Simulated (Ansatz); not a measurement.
**GaP (F-43m): thermal expansion from first principles**

Aim: the lattice, expansion, heat capacity and bulk modulus of GaP as it warms.

Experimental results on record:
- volume expansion coefficient 15.9 1e-6/K, heat capacity C_P per formula unit 44.2 J/mol/K and bulk modulus 88.7 GPa near room temperature (given in “High-Throughput Prediction of Finite-Temperature Properties using the Quasi-Harmonic Approximation”, 2016, arXiv:1603.06924)

Program: Ansatz 0.2.0. Level of theory: DFT PBE, scalar-relativistic, plane waves, PAW, in the first sound run; inputs show where later runs differ. Results are calculated unless marked as measured.

### 1. The structure

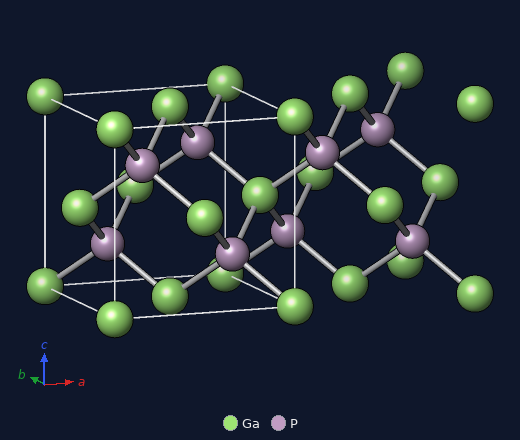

The cell as given, slightly off an axis (gallium green, phosphorus pink). 2×1×1 cells are drawn. This picture shows the conventional cell, with its axes. Bonds to atoms that aren't drawn are left out. Some periodic images of atoms are drawn too.

### 2. A first coarse run

A cheap single point shows whether the cell is a metal or an insulator and how far it is from rest; that sets the k-mesh and the occupations of what follows.

input.yaml

```yaml
crystal:
  lattice:
    - [0.0, 2.72525, 2.72525]
    - [2.72525, 0.0, 2.72525]
    - [2.72525, 2.72525, 0.0]
  atoms:
    - { symbol: Ga, position: [0.0, 0.0, 0.0] }
    - { symbol: P, position: [0.25, 0.25, 0.25] }
kpoints:
  mp_grid: { grid: [6, 6, 6] }
hamiltonian:
  xc: pbe
scf:
  occupations: { method: gaussian, width: 0.1 }
output:
  forces: true
  stress: true
  eigenvalues: true
```

Launch:

```
$ ansatz run input.yaml --threads 4 --pin off --max-ram 16384MiB --backend cpu --events-out ev --progress --plain --runs-dir out
```

Numbers of over 12 decimals in the logs are rounded to 6 here.

The program printed:

```text
Engine: ansatz 0.2.0, aarch64-unknown-linux-gnu
Pseudopotentials: kind: paw
Pseudopotential: Ga, paw, valence charge 13, recommended cutoff 420 eV (normal), Ga.paw.azcp
Pseudopotential: P, paw, valence charge 5, recommended cutoff 420 eV (normal), P.paw.azcp
Functional definition: PBE
  parameter kappa = 0.804
  parameter beta = 0.066725
  exchange = pbe_x(kappa = kappa, mu = beta*pi^2/3)
  correlation = pbe_c(beta = beta)
Crystal: 2 atoms, lattice volume = 40.481 Å³
Basis set: ecut = 420 eV, 749 PW (Γ), exchange–correlation on 54×54×54 points (8 copies of the dense FFT grid, shifted against one another)
Bands: 13, of which v1, the nominal top of the filled ones, is band 9 counted from 1 (8 counted from 0)
Symmetry: 24 space group operations
Space group: F-43m (ITA 216), of the structure as read, at distance tolerance 3.4e-5 Å
k-points: 16 of 216 (time reversal used)
Non-local potential: Ga, projectors of the file, l = 0: 2, l = 1: 2, l = 2: 3, l = 3: 1
Non-local potential: P, projectors of the file, l = 0: 2, l = 1: 2, l = 2: 2
PAW form: soft (Blöchl's): semilocal exchange-correlation on the pseudo side does not see the compensation charge
PAW one-centre angular grid: Ga, 590 points (default); XC on 64 Gauss nodes
PAW one-centre angular grid: P, 110 points (default); XC on 64 Gauss nodes
Initial density: superposition of atomic densities (neutral atoms: chi_scale 0, normalization atom), corrected by the library's trained network
Initial wavefunctions: pseudopotential atomic-orbital guess
Functional: x = pbe(κ = 0.804, μ = 0.219515), c = pbe(β = 0.066725)
SCF iter   1: F=—  HF=-4539.535128 eV  |F-HF|=—  |Δ(HF+E_count)|=         —  Δρ=1.41e-3  dr2=8.80e-4  ethr=1.77e-3  ⟨swp⟩=6.0  Hψ=1337  notcnv=0
preconditioner: auto → none  [insulator: Δε(μ)=1.644 eV  Ē_g=15.511 eV  σ=0.100 eV  W_gap=1.00  n_scr=14 (ndim 8)  ℏωp=24.8 eV  f_vac=0.011  D(μ)=0.00/eV (n_scr^D=0)  ε∞_Penn≈3.5]
SCF iter   2: F=—  HF=-4539.534332 eV  |F-HF|=—  |Δ(HF+E_count)|=   7.95e-4  Δρ=1.22e-3  dr2=4.02e-4  ethr=4.89e-6  ⟨swp⟩=2.4  Hψ=496  notcnv=0
SCF iter   3: F=—  HF=-4539.534143 eV  |F-HF|=—  |Δ(HF+E_count)|=   1.89e-4  Δρ=4.59e-4  dr2=5.99e-5  ethr=2.23e-6  ⟨swp⟩=2.7  Hψ=346  notcnv=0
SCF iter   4: F=—  HF=-4539.534187 eV  |F-HF|=—  |Δ(HF+E_count)|=   4.36e-5  Δρ=1.73e-4  dr2=6.54e-6  ethr=3.33e-7  ⟨swp⟩=2.0  Hψ=352  notcnv=0
SCF iter   5: F=—  HF=-4539.534184 eV  |F-HF|=—  |Δ(HF+E_count)|=   2.48e-6  Δρ=3.98e-5  dr2=7.53e-7  ethr=3.63e-8  ⟨swp⟩=2.1  Hψ=351  notcnv=0
SCF iter   6: F=—  HF=-4539.534185 eV  |F-HF|=—  |Δ(HF+E_count)|=   3.51e-7  Δρ=2.63e-5  dr2=1.42e-7  ethr=4.19e-9  ⟨swp⟩=2.0  Hψ=272  notcnv=0
SCF iter   7: F=-4539.534185 eV  HF=-4539.534185 eV  |F-HF|=6.23e-9  |Δ(HF+E_count)|=   1.01e-8  Δρ=5.67e-6  dr2=5.77e-9  ethr=5.56e-10  ⟨swp⟩=6.2  Hψ=1030  notcnv=0
SCF 1 converged in 7 iterations: F = -4539.534185 eV  dr2 = 5.77e-9
  greatest PAW one-centre occupation: 0.994 electrons in one spin orbital (limit 2), on the Ga atom at site 0 (counted from 0), in its partial waves of l = 2
SCF converged after 7 iterations
Free energy (F): -4539.534185 eV
Harris-Foulkes:  -4539.534185 eV  (|F-HF|=6.23e-9)
Internal energy: -4539.534185 eV  (E = F + TS)
E sigma→0 (E₀):  -4539.534185 eV
Fermi energy:    7.917618 eV
--- Per-component energies (eV) ---
  E_band       = -58.175300
  E_kinetic    = 186.372807
  E_local      = -2200.547094  (includes V_loc(G=0)·N_el)
  E_nonlocal   = 458.867960
  E_hartree    = 1017.620648
  E_xc         = -130.788850
  E_vxc        = -119.043638  (∫ρ·V_xc dr)
  E_paw        = -2558.414607  (= ΣΔE_a)
  E_vpaw       = -419.062244  (= ΣTr[D̂ρ^β])
  E_aug_tail   = -0.000104  (compensation charges beyond the density's cutoff)
  E_ewald      = -1312.644944
  E_smearing   = -0.000000  (= −TS)
  E_closure    = 0.000000  (closes the sum)
  Σ components = -4539.534185   (vs F -4539.534185, Δ=0.00e0)
--- Forces (eV/Å), atoms counted from 1 ---
  atom   1  Ga     0.00000000    -0.00000000    -0.00000000
  atom   2  P     -0.00000000    -0.00000000    -0.00000000
  max |Σ_I F_I| component: 1.30e-16 eV/Å
--- Stress (GPa, compression-positive) ---
        2.531803       0.000000      -0.000000
        0.000000       2.531803       0.000000
        0.000000       0.000000       2.531803
  P = ⅓ Tr σ = 2.5318 GPa (25.318 kbar)
--- Band table (eV; the first three rows and the last of 16) ---
  k-point 0: bands = [... 5 lower, -5.4013, 7.0923, 7.0923, 7.0923, 8.9192, 10.9731, 10.9731, 10.9731]
  k-point 1: bands = [... 5 lower, -5.0450, 4.7047, 6.7210, 6.7210, 9.5048, 11.5213, 11.5213, 12.1169]
  k-point 2: bands = [... 5 lower, -4.0976, 1.8834, 6.1848, 6.1848, 8.9896, 11.8980, 11.8980, 14.6886]
  k-point 15: bands = [... 5 lower, -2.3653, 0.4835, 3.7157, 3.8281, 10.5677, 10.7368, 14.6373, 14.6610]
```

Wall time 0.49 s (4 threads of Arm Neoverse V1, shared host); peak memory 0.29 GiB.

Reading the cycles: dr2 is the Hartree energy of the density residual (eV), the measure of convergence; HF is the Harris–Foulkes estimate of the energy, which meets the free energy F at convergence.

This step gave:

- pressure: 2.532 GPa
- gap on the k-mesh: 1.651 eV
- volume per atom: 20.24 Å³

The start is under 2.5 GPa at this level and looks like an insulator or semiconductor on this mesh.

### 3. Relaxation

Phonons are second derivatives about a minimum, so cell and atoms are relaxed first, inside the symmetry of the start.

input.yaml, the sections that differ from step 2:

```yaml
kpoints:
  mp_grid: { grid: [8, 8, 8] }
scf:
  occupations: { method: gaussian, width: 0.02 }
output:
  forces: true
  stress: true
  eigenvalues: true
  write_density: true
  write_potential: true
  elf: true
  volumetric_format: npy
relax:
  adjacent_minimum: "off"
  f_tol: 0.005
  max_steps: 80
  cell: { stress_tol: 0.05 }
# crystal, hamiltonian: as in step 2
```

The program printed:

```text
[...]
Crystal: 2 atoms, lattice volume = 40.481 Å³
Basis set: ecut = 420 eV, 749 PW (Γ), exchange–correlation on 54×54×54 points (8 copies of the dense FFT grid, shifted against one another)
Bands: 13, of which v1, the nominal top of the filled ones, is band 9 counted from 1 (8 counted from 0)
Symmetry: 24 space group operations
[...]
k-points: 29 of 512 (time reversal used)
[...]
SCF iter   1: F=—  HF=-4539.548928 eV  |F-HF|=—  |Δ(HF+E_count)|=         —  Δρ=1.57e-3  dr2=1.34e-3  ethr=1.77e-3  ⟨swp⟩=6.6  Hψ=2584  notcnv=0
[...]
SCF iter   6: F=-4539.547891 eV  HF=-4539.547891 eV  |F-HF|=2.40e-8  |Δ(HF+E_count)|=   4.53e-7  Δρ=1.07e-5  dr2=2.89e-8  ethr=5.56e-10  ⟨swp⟩=10.9  Hψ=2899  notcnv=0
SCF 1 converged in 6 iterations: F = -4539.547891 eV  dr2 = 2.89e-8
[...]
relax step   1: F+E_penalty+E_count = -4539.54789120 eV  Δ(F+E_penalty+E_count) = +0.000e0 eV  max|allowed force component| = 2.961e-16 eV/Å  Δτ_max = 0.0000 Å  P = +2.505 GPa  Ω = 40.481 Å³  (6 SCF iters, dr2 threshold 1.00e-7 eV, accepted)
Crystal: 2 atoms, lattice volume = 41.332 Å³
Basis set: ecut = 420 eV, 869 PW (Γ), exchange–correlation on 54×54×54 points (8 copies of the dense FFT grid, shifted against one another)
[...]
iter 1 solved again at ethr=3.35e-6 eV; its pass at ethr=3.10e-3 eV (dr2=6.04e-4 eV) is discarded
[...]
SCF iter   5: F=-4539.556248 eV  HF=-4539.556248 eV  |F-HF|=8.05e-8  |Δ(HF+E_count)|=   7.24e-9  Δρ=1.42e-5  dr2=5.51e-8  ethr=1.11e-9  ⟨swp⟩=11.1  Hψ=3353  notcnv=0
SCF 2 converged in 5 iterations: F = -4539.556248 eV  dr2 = 5.51e-8
  Residual-converged pass: ⟨swp⟩=1.0  Hψ=493  notcnv=0  max |occ|·‖R‖ = 7.0e-9 eV (tolerance 1.0e-8 eV)  dr2=5.51e-8  dr2_onsite=1.73e-9  max |Δocc| = 0.0e0
relax step   2: F+E_penalty+E_count = -4539.55624765 eV  Δ(F+E_penalty+E_count) = -8.356e-3 eV  max|allowed force component| = 5.898e-17 eV/Å  Δτ_max = 0.0000 Å  P = +0.752 GPa  Ω = 41.332 Å³  energy of the carried Pulay correction = -2.164e-4 eV  (5 SCF iters, dr2 threshold 2.00e-7 eV, accepted)
Crystal: 2 atoms, lattice volume = 41.709 Å³
[...]
SCF iter   4: F=-4539.557077 eV  HF=-4539.557077 eV  |F-HF|=1.24e-7  |Δ(HF+E_count)|=   4.31e-7  Δρ=1.92e-5  dr2=9.86e-8  ethr=1.11e-9  ⟨swp⟩=9.5  Hψ=3274  notcnv=0
SCF 3 converged in 4 iterations: F = -4539.557077 eV  dr2 = 9.86e-8
relax step   3: F+E_penalty+E_count = -4539.55707668 eV  Δ(F+E_penalty+E_count) = -8.290e-4 eV  max|allowed force component| = 6.939e-17 eV/Å  Δτ_max = 0.0000 Å  P = +0.038 GPa  Ω = 41.709 Å³  energy of the carried Pulay correction = -3.107e-4 eV  (4 SCF iters, dr2 threshold 2.00e-7 eV, accepted)
[...]
SCF iter   6: F=-4539.557390 eV  HF=-4539.557390 eV  |F-HF|=1.13e-10  |Δ(HF+E_count)|=  1.98e-10  Δρ=1.92e-7  dr2=9.25e-12  ethr=1.00e-12  ⟨swp⟩=7.0  Hψ=2017  notcnv=0
SCF 4 converged in 6 iterations: F = -4539.557390 eV  dr2 = 9.25e-12
relax step   4: F+E_penalty+E_count = -4539.55738960 eV  Δ(F+E_penalty+E_count) = -3.129e-4 eV  max|allowed force component| = 9.483e-17 eV/Å  Δτ_max = 0.0000 Å  P = +0.042 GPa  Ω = 41.709 Å³  stress off target by 4.19e-2 GPa  SCF on the basis re-selected at this cell (its energy is not comparable with the rows above)  (6 SCF iters)
basis re-selected at this cell: Δ(F+E_penalty+E_count) = -3.129e-4 eV, ΔP = +0.004 GPa vs the last step (what re-selecting the basis moved, of the pressure what is left beyond the Pulay correction that the steps carried, after the strain that the cell walked since its last selection, with what the two solves' SCF thresholds leave and, on support functions, any second-order correction that the steps lacked; it is no m [...]
SCF converged after 6 iterations
Free energy (F): -4539.557390 eV
[...]
Internal energy: -4539.557390 eV  (E = F + TS)
E sigma→0 (E₀):  -4539.557390 eV
Fermi energy:    7.505244 eV
[...]
--- Stress (GPa, compression-positive) ---
        0.041915       0.000000       0.000000
        0.000000       0.041915       0.000000
        0.000000       0.000000       0.041915
  P = ⅓ Tr σ = 0.0419 GPa (0.419 kbar)
--- Band table (eV; the first three rows and the last of 29) ---
  k-point 0: bands = [... 5 lower, -5.5574, 6.7137, 6.7137, 6.7137, 8.2965, 10.6057, 10.6057, 10.6057]
  k-point 1: bands = [... 5 lower, -5.3630, 5.0890, 6.4949, 6.4949, 8.9994, 10.9417, 10.9417, 11.1174]
  k-point 2: bands = [... 5 lower, -4.8122, 2.9031, 6.0793, 6.0793, 8.7668, 11.4377, 11.4377, 12.9091]
  k-point 28: bands = [... 5 lower, -2.6466, 0.2928, 3.2784, 3.4358, 11.4082, 11.4456, 12.7276, 12.8638]
--- Relaxed structure (3 steps of the walk, 3 accepted, 1 SCFs on fresh bases) ---
  F+E_penalty+E_count = -4539.55738960 eV   max|allowed force component| = 9.483e-17 eV/Å   (the final SCF, on the basis selected at the relaxed cell)
  cell:  # Å, volume = 41.7090 Å³
    - [0, 2.752537, 2.752537]
    - [2.752537, 0, 2.752537]
    - [2.752537, 2.752537, 0]
  atoms:
    - { symbol: Ga, position: [0, 0, 0] }
    - { symbol: P, position: [0.25, 0.25, 0.25] }
```

It took 2.9 s on 4 threads; peak memory 0.34 GiB; 10 s of CPU time.

Step by step:

| step | energy less that of the first step (eV) | largest force component (eV/Å) | pressure (GPa) | volume (Å³) |
| --- | --- | --- | --- | --- |
| 1 | 0.0000 | 0.0000 | 2.51 | 40.48 |
| 2 | -0.0084 | 0.0000 | 0.75 | 41.33 |
| 3 | -0.0092 | 0.0000 | 0.04 | 41.71 |
| 4* | -0.0095 | 0.0000 | 0.04 | 41.71 |

Relaxation steps marked * repeat the geometry before them on a plane-wave basis chosen anew for their cell, so energy and pressure can jump there.

The run keeps the 24 symmetry operations that it works with, so distortions that break them were not tested.

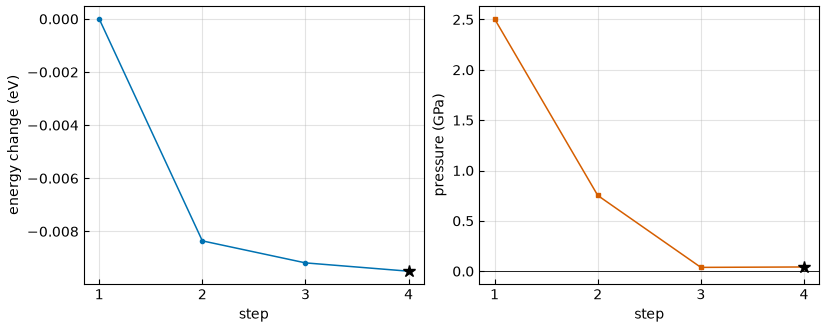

Energy and pressure along the relaxation. Stars mark steps on a basis chosen anew.

| conventional cell, symmetrised | before | after | change |
| --- | --- | --- | --- |
| a (Å) | 5.451 | 5.505 | +1.0 % |
| b (Å) | 5.451 | 5.505 | +1.0 % |
| c (Å) | 5.451 | 5.505 | +1.0 % |
| volume (Å³/atom) | 20.24 | 20.85 | +3.0 % |

Final coordinates:

```xyz
2
Lattice="0.0000 2.7525 2.7525 2.7525 0.0000 2.7525 2.7525 2.7525 0.0000" Properties=species:S:1:pos:R:3 pbc="T T T"
Ga    0.0000    0.0000    0.0000
P     1.3763    1.3763    1.3763
```

Numbers from this step:

| Quantity | Value |
| --- | --- |
| pressure | 0.04192 GPa |
| gap on the k-mesh | 1.583 eV |
| volume per atom | 20.85 Å³ |

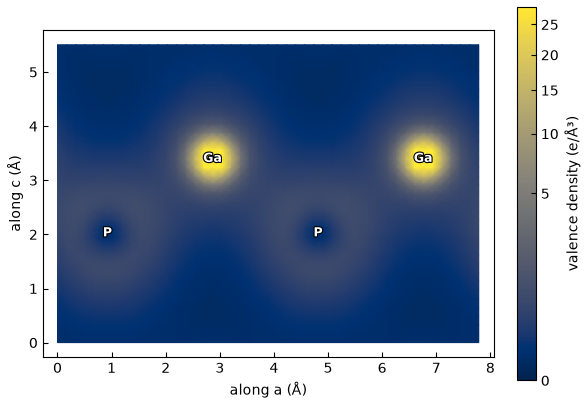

Valence density in the ac plane of a cell with a along [110], b along [-110] and c along [001] of the cube at fractional y = 0.000, with atoms of Ga and P within 0.2 Å of it. It is the smooth field of the valence electrons, not physical close to the nuclei. The map starts off the cell's origin, so that atoms lie inside it. The colour scale is stretched toward low values.

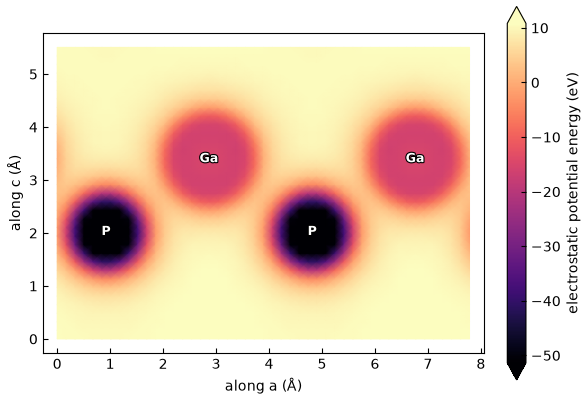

Electrostatic potential energy in the ac plane of a cell with a along [110], b along [-110] and c along [001] of the cube at fractional y = 0.000, with atoms of Ga and P within 0.2 Å of it. With pseudopotentials it is smooth inside the atoms' cores, unlike the true potential. The map starts off the cell's origin, so that atoms lie inside it.

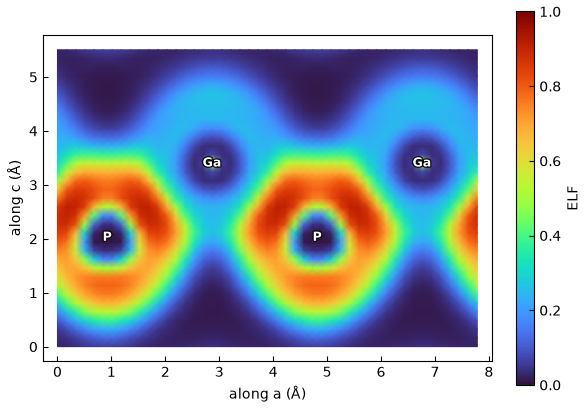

ELF in the ac plane of a cell with a along [110], b along [-110] and c along [001] of the cube at fractional y = 0.000, with atoms of Ga and P within 0.2 Å of it. It is the smooth field of the valence electrons, not physical close to the nuclei. The map starts off the cell's origin, so that atoms lie inside it.

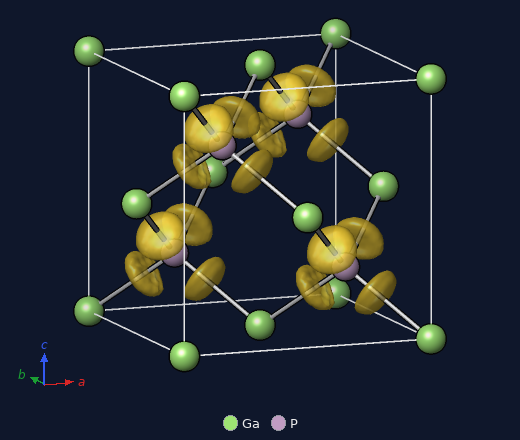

Surface of ELF = 0.83. Bonds to atoms that aren't drawn are left out.

The relaxation ends with a pressure of 0.04 GPa.

### 4. Relaxing to small residual forces and stress

The relaxation is repeated with tighter thresholds on force and stress, since phonons are sensitive to what is left; a change of mesh or smearing in the input moves the cell too.

input.yaml

```yaml
crystal:
  lattice:
    - [0.0, 2.7525367976, 2.7525367976]
    - [2.7525367976, 0.0, 2.7525367976]
    - [2.7525367976, 2.7525367976, 0.0]
  atoms:
    - { symbol: Ga, position: [0.0, 0.0, 0.0] }
    - { symbol: P, position: [0.25, 0.25, 0.25] }
kpoints:
  mp_grid: { grid: [8, 8, 8] }
hamiltonian:
  xc: pbe
scf:
  occupations: { method: fixed }
output:
  forces: true
  stress: true
  eigenvalues: true
relax:
  adjacent_minimum: "off"
  f_tol: 0.001
  max_steps: 60
  cell: { stress_tol: 0.01 }
```

The program printed:

```text
[...]
Crystal: 2 atoms, lattice volume = 41.709 Å³
Basis set: ecut = 420 eV, 869 PW (Γ), exchange–correlation on 54×54×54 points (8 copies of the dense FFT grid, shifted against one another)
Bands: 13, of which v1, the nominal top of the filled ones, is band 9 counted from 1 (8 counted from 0)
Symmetry: 24 space group operations
[...]
k-points: 29 of 512 (time reversal used)
[...]
k-point 28: bands = [... 5 lower, -2.6519, 0.2884, 3.2742, 3.4317, 11.4014, 11.4365, 12.7193, 12.8572]
--- Relaxed structure (3 steps of the walk, 3 accepted, 1 SCFs on fresh bases) ---
[...]
cell:  # Å, volume = 41.7317 Å³
    - [0, 2.753037, 2.753037]
    - [2.753037, 0, 2.753037]
    - [2.753037, 2.753037, 0]
  atoms:
    - { symbol: Ga, position: [0, 0, 0] }
    - { symbol: P, position: [0.25, 0.25, 0.25] }
[key lines of the parts left out:]
SCF converged after 8 iterations
Free energy (F): -4539.557393 eV
Fermi energy:    6.707062 eV
P = ⅓ Tr σ = -0.0001 GPa (-0.001 kbar)
```

It took 2.6 s on 4 threads; peak memory 0.33 GiB; 9.1 s of CPU time.

Little changed from the start: no atom moved by 0.005 Å and no cell edge by 0.1 %.

Numbers from this step:

```
pressure          : -8.11e-5 GPa
gap on the k-mesh : 1.578 eV
volume per atom   : 20.87 Å³
```

The residual pressure is -8.1e-5 GPa, small enough for phonons.

(Part 1 of 2 ends here.)

[Logs are printed without paths, hosts, clocks, repeated set-up lines and the standing remarks that a program may print on its own settings, such as how far it seeks lower states.]

[Hosts, paths, dates, database ids (printed as entryN), source tags and the programs' standing remarks are cut or masked in the printed files.]

[A step with changed settings may run another functional than the one named; its input shows which.]
